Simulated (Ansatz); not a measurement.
A Fermi-surface calculation for Pt (space group Im-3m, No. 229).

```cif
data_structure
_symmetry_space_group_name_H-M 'P 1'
_symmetry_Int_Tables_number 1
_cell_length_a 2.7439
_cell_length_b 2.7439
_cell_length_c 2.7439
_cell_angle_alpha 109.471
_cell_angle_beta 109.471
_cell_angle_gamma 109.471
_cell_volume 15.90
loop_
_atom_site_label
_atom_site_type_symbol
_atom_site_fract_x
_atom_site_fract_y
_atom_site_fract_z
_atom_site_occupancy
Pt1 Pt 0.00000 0.00000 0.00000 1
```

All numbers here come from DFT PBE, scalar-relativistic, plane waves, PAW; levels and slopes on a dense k mesh at the converged density (Ansatz 0.2.0). No spin polarisation. k mesh for the levels: 34×34×34. Unrelaxed database geometry. The cell comes from a database of computed structures, not from a measurement.

Four bands cross the Fermi level; this is a three-dimensional metal. The density of states at the Fermi level is 0.98 states/eV per primitive cell. The intraband plasma frequency is 8.8 eV in all directions.

Band 7: one hole pocket centred at H (0.25 % of the zone).
Band 8: one hole pocket centred at H (0.67 % of the zone); mean Fermi speed 6.3 × 10⁵ m/s.
Band 9: an open hole network that joins neighbouring zones in all directions (22 % of the zone); mean Fermi speed 5.9 × 10⁵ m/s.
Band 10: one electron pocket centred at Γ (23 % of the zone); mean Fermi speed 8.4 × 10⁵ m/s.
A pocket cut by a face of the zone is counted once with the part on the opposite face.

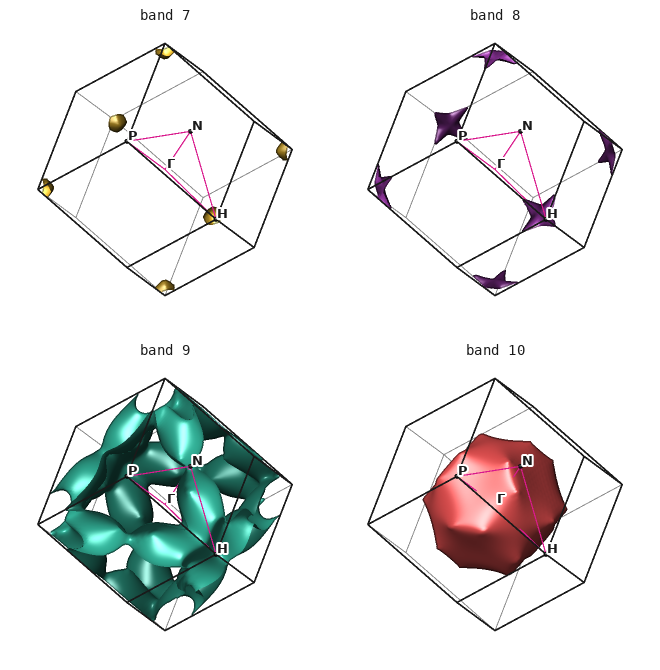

Each panel holds one band. The brighter face of a sheet looks towards empty states.

Spin-orbit coupling is left out; with Pt it can split, shift or remove sheets. Necks and pockets thinner than about two mesh steps aren't resolved, so separate pockets may in truth be joined.
